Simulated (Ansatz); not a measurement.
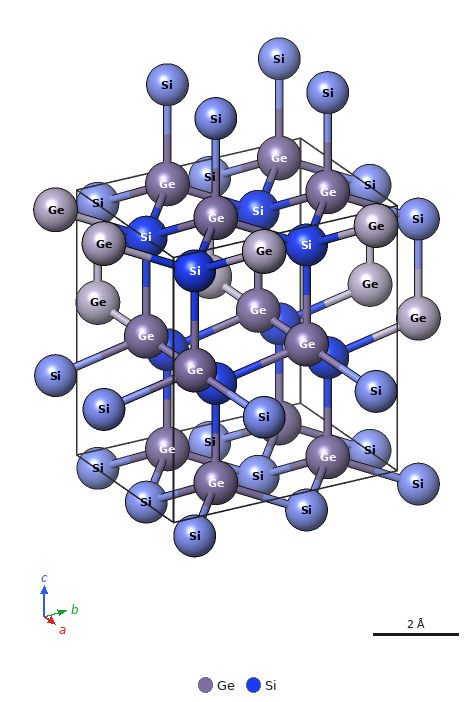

*The structure as given in the input (ball-and-stick view of the cell of the calculation, seen slightly off an axis; neighbours outside the cell are drawn fainter). An atom can appear more than once, as a periodic image.*

Near neighbours in the periodic cell (some may lie outside the picture): Ge has 4 Si at 2.40 to 2.41 Å; Si has 4 Ge at 2.40 to 2.41 Å.

**GeSi: molecular dynamics (part 1 of 4)**

GeSi (P6₃mc, 16 atoms in the cell), computed with DFT, r2SCAN, plane waves, PAW (Ansatz 0.2.0).

The structure was built on a prototype by a generator. The run did not end well. The geometry comes from this level: r2SCAN. It belongs to a series of runs on one base structure; here: npt_langevin at 300 K.

The input:
```yaml
crystal:
  lattice:
    - [7.8128746117, 1.0e-10, 0.0]
    - [-3.9064373059, 6.7661478903, 0.0]
    - [0.0, 0.0, 6.4478110316]
  atoms:
    - { symbol: Ge, position: [0.1666666667, 0.3333333333, 0.0003974037] }
    - { symbol: Ge, position: [0.3333333333, 0.1666666667, 0.5003974037] }
    - { symbol: Si, position: [0.1666666667, 0.3333333333, 0.3746025963] }
    - { symbol: Si, position: [0.3333333333, 0.1666666667, 0.8746025963] }
    - { symbol: Ge, position: [0.1666666667, 0.8333333333, 0.0003974037] }
    - { symbol: Ge, position: [0.3333333333, 0.6666666667, 0.5003974037] }
    - { symbol: Si, position: [0.1666666667, 0.8333333333, 0.3746025963] }
    - { symbol: Si, position: [0.3333333333, 0.6666666667, 0.8746025963] }
    - { symbol: Ge, position: [0.6666666667, 0.3333333333, 0.0003974037] }
    - { symbol: Ge, position: [0.8333333333, 0.1666666667, 0.5003974037] }
    - { symbol: Si, position: [0.6666666667, 0.3333333333, 0.3746025963] }
    - { symbol: Si, position: [0.8333333333, 0.1666666667, 0.8746025963] }
    - { symbol: Ge, position: [0.6666666667, 0.8333333333, 0.0003974037] }
    - { symbol: Ge, position: [0.8333333333, 0.6666666667, 0.5003974037] }
    - { symbol: Si, position: [0.6666666667, 0.8333333333, 0.3746025963] }
    - { symbol: Si, position: [0.8333333333, 0.6666666667, 0.8746025963] }
kpoints:
  mp_grid: { grid: [3, 3, 2] }
hamiltonian:
  xc: r2scan
scf:
  occupations: { method: fermi_dirac, width: 0.026 }
md:
  ensemble: npt_langevin
  temperature: 300
  timestep: 1.0
  n_steps: 40
  initial_velocities: maxwell_boltzmann
  seed: 2595
```

Hardware: 4 threads of Arm Neoverse V1, 112 GiB of memory available, shared host.

Launch command:
```bash
ansatz run input.yaml --threads 4 --pin off --max-ram 3686MiB --backend cpu --events-out ev --progress --plain --runs-dir out
```

What the program printed:
```
Warning: md: disabling space-group detection — thermal motion breaks the input geometry's symmetry, so no spatial operation reduces the k-mesh or symmetrises the density; time reversal is kept, so that k and −k are solved as one point where they differ and the mesh holds both, and exact exchange and, on two spinor components, a DFT+U term hold to it where the run has them: on two components no moment then forms, and a state that bears one, which a typed moment (crystal.atoms[].spin; refused beside efield: under a hybrid functional) reaches, can lie lower, under hf by electronvolts; crystal.symmetry.detect: false (a key that needs symmetry detection or time reversal refuses this as the deck is read) with time_reversal: false beside it drops time reversal too
Engine: ansatz 0.2.0, aarch64-unknown-linux-gnu
Pseudopotentials: kind: paw
Pseudopotential: Ge, paw, valence charge 14, recommended cutoff 500 eV (meta_gga), Ge.paw.azcp
Pseudopotential: Si, paw, valence charge 4, recommended cutoff 500 eV (meta_gga), Si.paw.azcp
Functional definition: r2SCAN
  parameter k0 = 0.174
  parameter k1 = 0.065
  parameter a1 = 4.9479
  exchange = r2scan_x(k0 = k0, k1 = k1, a1 = a1)
  correlation = r2scan_c
Crystal: 16 atoms, lattice volume = 340.851 Å³
Basis set: ecut = 500 eV (smoothed over ±3.0 %; plane waves to 520.2 eV, density to 2080.8 eV), 9209 PW (Γ), exchange–correlation on 240×240×192 points (64 copies of the dense FFT grid, shifted against one another)
Bands: 88, of which v1, the nominal top of the filled ones, is band 72 counted from 1 (71 counted from 0)
Symmetry: 1 space group operations
k-points: 10 of 18 (time reversal used)
Non-local potential: Ge, projectors of the file, l = 0: 2, l = 1: 2, l = 2: 3, l = 3: 1
Non-local potential: Si, projectors of the file, l = 0: 2, l = 1: 2, l = 2: 2
PAW form: soft (Blöchl's): semilocal exchange-correlation on the pseudo side does not see the compensation charge
PAW frozen core: Ge, regenerated for the run's functional (the file was generated under x = pbe(κ = 0.804, μ = 0.2195149727645171), c = pbe(β = 0.06672455060314922))
PAW frozen core: Si, regenerated for the run's functional (the file was generated under x = pbe(κ = 0.804, μ = 0.2195149727645171), c = pbe(β = 0.06672455060314922))
PAW one-centre angular grid: Ge, 590 points (default); XC on 160 Gauss nodes
PAW one-centre angular grid: Si, 302 points (default); XC on 160 Gauss nodes
Initial density: superposition of atomic densities (neutral atoms: chi_scale 0, normalization atom), corrected by the library's trained network
Initial wavefunctions: pseudopotential atomic-orbital guess
Functional: x = r2scan, c = r2scan; τ floored in thin density (d = 2e-4 eV/Å³)
SCF iter   1: F=—  HF=-39535.238657 eV  |F-HF|=—  |Δ(HF+E_count)|=         —  Δρ=5.79e-3  dr2=1.08e-1  dr2_τ=6.36e-2  ethr=1.77e-3  ⟨swp⟩=6.1  Hψ=3420  notcnv=0  defer=12
preconditioner: auto → Resta (q_TF=auto, 2.363 Å⁻¹)  ε∞=4.5  [insulator: Δε(μ)=0.644 eV  Ē_g=8.580 eV  σ=0.026 eV  W_gap=1.00  n_scr=70 (ndim 8)  ℏωp=16.1 eV  f_vac=0.013  D(μ)=0.00/eV (n_scr^D=0)  ε∞_Penn≈4.5]
SCF iter   2: F=—  HF=-39535.316624 eV  |F-HF|=—  |Δ(HF+E_count)|=   7.80e-2  Δρ=2.24e-3  dr2=1.52e-2  dr2_τ=1.85e-4  ethr=7.51e-5  ⟨swp⟩=3.0  Hψ=1903  notcnv=0  defer=75
SCF iter   3: F=—  HF=-39535.313803 eV  |F-HF|=—  |Δ(HF+E_count)|=   2.82e-3  Δρ=1.41e-3  dr2=5.23e-3  dr2_τ=4.16e-5  ethr=1.06e-5  ⟨swp⟩=2.0  Hψ=1205  notcnv=0  defer=55
automatic band count: iteration 3 solves 86 bands in place of 88: the levels show a gap, and the empty bands left out lie too high to hold charge; the band table lists the bands solved (type scf.n_extra_bands for more)
SCF iter   4: F=—  HF=-39535.313252 eV  |F-HF|=—  |Δ(HF+E_count)|=   5.51e-4  Δρ=2.09e-4  dr2=1.04e-4  dr2_τ=7.03e-7  ethr=3.63e-6  ⟨swp⟩=2.0  Hψ=1106  notcnv=0  defer=55
SCF iter   5: F=—  HF=-39535.313238 eV  |F-HF|=—  |Δ(HF+E_count)|=   1.43e-5  Δρ=4.39e-5  dr2=5.57e-6  dr2_τ=6.09e-8  ethr=7.23e-8  ⟨swp⟩=2.0  Hψ=1522  notcnv=0  defer=55
SCF iter   6: F=—  HF=-39535.313344 eV  |F-HF|=—  |Δ(HF+E_count)|=   1.06e-4  Δρ=6.73e-6  dr2=2.04e-7  dr2_τ=1.39e-9  ethr=3.87e-9  ⟨swp⟩=2.0  Hψ=1525  notcnv=0  defer=55
SCF iter   7: F=—  HF=-39535.313344 eV  |F-HF|=—  |Δ(HF+E_count)|=   1.20e-7  Δρ=4.15e-6  dr2=5.04e-8  dr2_τ=4.46e-10  ethr=1.11e-11  ⟨swp⟩=5.0  Hψ=3250  notcnv=0
SCF iter   8: F=-39535.313344 eV  HF=-39535.313344 eV  |F-HF|=7.99e-9  |Δ(HF+E_count)|=   4.55e-8  Δρ=1.80e-6  dr2=9.07e-9  dr2_τ=5.46e-11  ethr=1.11e-11  ⟨swp⟩=4.0  Hψ=3042  notcnv=0
SCF 1 converged in 8 iterations: F = -39535.313344 eV  dr2 = 9.07e-9
  greatest PAW one-centre occupation: 0.998 electrons in one spin orbital (limit 2), on the Ge atom at site 9 (counted from 0), in its partial waves of l = 2
md step     0: t =     0.00 fs  T =   281.2 K  F+E_penalty+E_count = -39535.31334444 eV  E_kin = 0.581670 eV  conserved = -39534.88242898 eV  P_inst = 0.1908 GPa  V = 340.8511 Å³  selection 1  (8 SCF iters)
Crystal: 16 atoms, lattice volume = 340.871 Å³
Initial density: handed on by an earlier stage of this run
Initial wavefunctions: those handed on with the density
iter 1 solved again at ethr=1.52e-7 eV; its pass at ethr=3.10e-3 eV (dr2=2.19e-4 eV) is discarded
SCF iter   1: F=—  HF=-39535.311105 eV  |F-HF|=—  |Δ(HF+E_count)|=         —  Δρ=3.34e-4  dr2=2.37e-4  dr2_τ=3.45e-4  ethr=1.52e-7  ⟨swp⟩=4.2  Hψ=4040  notcnv=0  defer=4
automatic band count: iteration 1 solves 87 bands in place of 88: the levels show a gap, and the empty bands left out lie too high to hold charge; the band table lists the bands solved (type scf.n_extra_bands for more)
preconditioner: auto → Resta (q_TF=auto, 2.363 Å⁻¹)  ε∞=4.6  [insulator: Δε(μ)=0.645 eV  Ē_g=8.472 eV  σ=0.026 eV  W_gap=1.00  n_scr=70 (ndim 8)  ℏωp=16.1 eV  f_vac=0.016  D(μ)=0.00/eV (n_scr^D=0)  ε∞_Penn≈4.6]
SCF iter   2: F=—  HF=-39535.311638 eV  |F-HF|=—  |Δ(HF+E_count)|=   5.33e-4  Δρ=2.00e-4  dr2=7.69e-5  dr2_τ=4.36e-7  ethr=1.52e-7  ⟨swp⟩=2.2  Hψ=1220  notcnv=0  defer=1
SCF iter   3: F=—  HF=-39535.311653 eV  |F-HF|=—  |Δ(HF+E_count)|=   1.52e-5  Δρ=2.88e-5  dr2=2.47e-6  dr2_τ=7.08e-8  ethr=5.34e-8  ⟨swp⟩=2.0  Hψ=1074  notcnv=0  defer=1
SCF iter   4: F=—  HF=-39535.311771 eV  |F-HF|=—  |Δ(HF+E_count)|=   1.18e-4  Δρ=1.04e-5  dr2=3.06e-7  dr2_τ=4.41e-9  ethr=1.72e-9  ⟨swp⟩=2.0  Hψ=1583  notcnv=0  defer=1
SCF iter   5: F=—  HF=-39535.311771 eV  |F-HF|=—  |Δ(HF+E_count)|=   8.32e-8  Δρ=5.38e-6  dr2=8.55e-8  dr2_τ=6.74e-10  ethr=2.12e-10  ⟨swp⟩=2.0  Hψ=1583  notcnv=0  defer=1
SCF iter   6: F=-39535.311771 eV  HF=-39535.311771 eV  |F-HF|=1.28e-9  |Δ(HF+E_count)|=   2.26e-8  Δρ=1.54e-6  dr2=8.57e-9  dr2_τ=7.31e-11  ethr=1.11e-11  ⟨swp⟩=2.8  Hψ=2883  notcnv=0
SCF 2 converged in 6 iterations: F = -39535.311771 eV  dr2 = 8.57e-9
  greatest PAW one-centre occupation: 0.998 electrons in one spin orbital (limit 2), on the Ge atom at site 13 (counted from 0), in its partial waves of l = 2
md step     1: t =     1.00 fs  T =   286.5 K  F+E_penalty+E_count = -39535.31177128 eV  E_kin = 0.592531 eV  conserved = -39534.88246492 eV  P_inst = 0.1901 GPa  V = 340.8713 Å³  selection 1  (6 SCF iters)
[... from here on the SCF iterations and repeated set-up lines of each step are left out, up to the last step ...]
SCF 3 converged in 6 iterations: F = -39535.306882 eV  dr2 = 1.16e-8
md step     2: t =     2.00 fs  T =   278.2 K  F+E_penalty+E_count = -39535.30688220 eV  E_kin = 0.575393 eV  conserved = -39534.88248348 eV  P_inst = 0.1613 GPa  V = 340.9778 Å³  selection 1  (6 SCF iters)
SCF 4 converged in 6 iterations: F = -39535.298590 eV  dr2 = 1.56e-8
md step     3: t =     3.00 fs  T =   274.3 K  F+E_penalty+E_count = -39535.29858952 eV  E_kin = 0.567198 eV  conserved = -39534.88248376 eV  P_inst = 0.1193 GPa  V = 341.1580 Å³  selection 1  (6 SCF iters)
SCF 5 converged in 6 iterations: F = -39535.287015 eV  dr2 = 1.02e-8
md step     4: t =     4.00 fs  T =   272.6 K  F+E_penalty+E_count = -39535.28701454 eV  E_kin = 0.563747 eV  conserved = -39534.88247945 eV  P_inst = 0.0733 GPa  V = 341.3697 Å³  selection 1  (6 SCF iters)
SCF 6 converged in 4 iterations: F = -39535.272844 eV  dr2 = 5.40e-9
md step     5: t =     5.00 fs  T =   255.0 K  F+E_penalty+E_count = -39535.27284366 eV  E_kin = 0.527465 eV  conserved = -39534.88242558 eV  P_inst = 0.0260 GPa  V = 341.5534 Å³  selection 1  (4 SCF iters)
SCF 7 converged in 4 iterations: F = -39535.256431 eV  dr2 = 5.39e-9
md step     6: t =     6.00 fs  T =   259.7 K  F+E_penalty+E_count = -39535.25643086 eV  E_kin = 0.537191 eV  conserved = -39534.88242079 eV  P_inst = 0.0014 GPa  V = 341.7096 Å³  selection 1  (4 SCF iters)
SCF 8 converged in 4 iterations: F = -39535.237589 eV  dr2 = 8.36e-9
md step     7: t =     7.00 fs  T =   248.6 K  F+E_penalty+E_count = -39535.23758906 eV  E_kin = 0.514247 eV  conserved = -39534.88240200 eV  P_inst = -0.0359 GPa  V = 341.8817 Å³  selection 1  (4 SCF iters)
SCF 9 converged in 4 iterations: F = -39535.217058 eV  dr2 = 6.56e-9
md step     8: t =     8.00 fs  T =   238.6 K  F+E_penalty+E_count = -39535.21705810 eV  E_kin = 0.493488 eV  conserved = -39534.88237379 eV  P_inst = -0.0543 GPa  V = 341.9852 Å³  selection 1  (4 SCF iters)
SCF 10 converged in 4 iterations: F = -39535.195529 eV  dr2 = 6.75e-9
md step     9: t =     9.00 fs  T =   222.6 K  F+E_penalty+E_count = -39535.19552901 eV  E_kin = 0.460358 eV  conserved = -39534.88234851 eV  P_inst = -0.0527 GPa  V = 341.9960 Å³  selection 1  (4 SCF iters)
SCF 11 converged in 6 iterations: F = -39535.173638 eV  dr2 = 2.53e-9
md step    10: t =    10.00 fs  T =   201.7 K  F+E_penalty+E_count = -39535.17363769 eV  E_kin = 0.417109 eV  conserved = -39534.88231151 eV  P_inst = -0.0491 GPa  V = 341.9866 Å³  selection 1  (6 SCF iters)
SCF 12 converged in 4 iterations: F = -39535.151806 eV  dr2 = 6.18e-9
md step    11: t =    11.00 fs  T =   183.3 K  F+E_penalty+E_count = -39535.15180615 eV  E_kin = 0.379010 eV  conserved = -39534.88228562 eV  P_inst = -0.0528 GPa  V = 342.0132 Å³  selection 1  (4 SCF iters)
SCF 13 converged in 4 iterations: F = -39535.129208 eV  dr2 = 5.33e-9
md step    12: t =    12.00 fs  T =   199.7 K  F+E_penalty+E_count = -39535.12920802 eV  E_kin = 0.413015 eV  conserved = -39534.88228965 eV  P_inst = -0.0317 GPa  V = 342.0321 Å³  selection 1  (4 SCF iters)
SCF 14 converged in 4 iterations: F = -39535.105542 eV  dr2 = 9.57e-9
md step    13: t =    13.00 fs  T =   204.5 K  F+E_penalty+E_count = -39535.10554214 eV  E_kin = 0.422889 eV  conserved = -39534.88230274 eV  P_inst = -0.0099 GPa  V = 342.0204 Å³  selection 1  (4 SCF iters)
SCF 15 converged in 4 iterations: F = -39535.082112 eV  dr2 = 3.63e-9
md step    14: t =    14.00 fs  T =   178.3 K  F+E_penalty+E_count = -39535.08211169 eV  E_kin = 0.368704 eV  conserved = -39534.88226655 eV  P_inst = -0.0047 GPa  V = 341.9935 Å³  selection 1  (4 SCF iters)
SCF 16 converged in 4 iterations: F = -39535.060025 eV  dr2 = 6.33e-9
md step    15: t =    15.00 fs  T =   155.4 K  F+E_penalty+E_count = -39535.06002459 eV  E_kin = 0.321403 eV  conserved = -39534.88221628 eV  P_inst = 0.0088 GPa  V = 341.9342 Å³  selection 1  (4 SCF iters)
SCF 17 converged in 4 iterations: F = -39535.038683 eV  dr2 = 5.47e-9
md step    16: t =    16.00 fs  T =   147.3 K  F+E_penalty+E_count = -39535.03868283 eV  E_kin = 0.304599 eV  conserved = -39534.88221739 eV  P_inst = 0.0278 GPa  V = 341.8880 Å³  selection 1  (4 SCF iters)
SCF 18 converged in 4 iterations: F = -39535.018103 eV  dr2 = 6.08e-9
md step    17: t =    17.00 fs  T =   138.9 K  F+E_penalty+E_count = -39535.01810325 eV  E_kin = 0.287362 eV  conserved = -39534.88219422 eV  P_inst = 0.0339 GPa  V = 341.8907 Å³  selection 1  (4 SCF iters)
SCF 19 converged in 4 iterations: F = -39534.998517 eV  dr2 = 6.33e-9
md step    18: t =    18.00 fs  T =   137.2 K  F+E_penalty+E_count = -39534.99851741 eV  E_kin = 0.283748 eV  conserved = -39534.88219330 eV  P_inst = 0.0450 GPa  V = 341.8839 Å³  selection 1  (4 SCF iters)
SCF 20 converged in 4 iterations: F = -39534.979411 eV  dr2 = 3.94e-9
md step    19: t =    19.00 fs  T =   135.1 K  F+E_penalty+E_count = -39534.97941085 eV  E_kin = 0.279502 eV  conserved = -39534.88220164 eV  P_inst = 0.0633 GPa  V = 341.8450 Å³  selection 1  (4 SCF iters)
SCF 21 converged in 6 iterations: F = -39534.962299 eV  dr2 = 2.31e-9
md step    20: t =    20.00 fs  T =   125.6 K  F+E_penalty+E_count = -39534.96229876 eV  E_kin = 0.259794 eV  conserved = -39534.88218218 eV  P_inst = 0.0717 GPa  V = 341.8192 Å³  selection 1  (6 SCF iters)
SCF 22 converged in 4 iterations: F = -39534.947064 eV  dr2 = 5.34e-9
md step    21: t =    21.00 fs  T =   130.6 K  F+E_penalty+E_count = -39534.94706366 eV  E_kin = 0.270132 eV  conserved = -39534.88219680 eV  P_inst = 0.0808 GPa  V = 341.8220 Å³  selection 1  (4 SCF iters)
SCF 23 converged in 4 iterations: F = -39534.933075 eV  dr2 = 3.87e-9
md step    22: t =    22.00 fs  T =   128.1 K  F+E_penalty+E_count = -39534.93307480 eV  E_kin = 0.265027 eV  conserved = -39534.88218982 eV  P_inst = 0.0820 GPa  V = 341.8335 Å³  selection 1  (4 SCF iters)
SCF 24 converged in 4 iterations: F = -39534.921755 eV  dr2 = 5.59e-9
md step    23: t =    23.00 fs  T =   141.7 K  F+E_penalty+E_count = -39534.92175457 eV  E_kin = 0.292992 eV  conserved = -39534.88218564 eV  P_inst = 0.0853 GPa  V = 341.8677 Å³  selection 1  (4 SCF iters)
SCF 25 converged in 4 iterations: F = -39534.913166 eV  dr2 = 1.16e-8
md step    24: t =    24.00 fs  T =   142.3 K  F+E_penalty+E_count = -39534.91316649 eV  E_kin = 0.294201 eV  conserved = -39534.88220076 eV  P_inst = 0.0513 GPa  V = 342.0083 Å³  selection 1  (4 SCF iters)
SCF 26 converged in 4 iterations: F = -39534.906059 eV  dr2 = 1.16e-8
md step    25: t =    25.00 fs  T =   134.2 K  F+E_penalty+E_count = -39534.90605865 eV  E_kin = 0.277599 eV  conserved = -39534.88219887 eV  P_inst = -0.0245 GPa  V = 342.2915 Å³  selection 1  (4 SCF iters)
SCF 27 converged in 4 iterations: F = -39534.899653 eV  dr2 = 4.35e-9
```
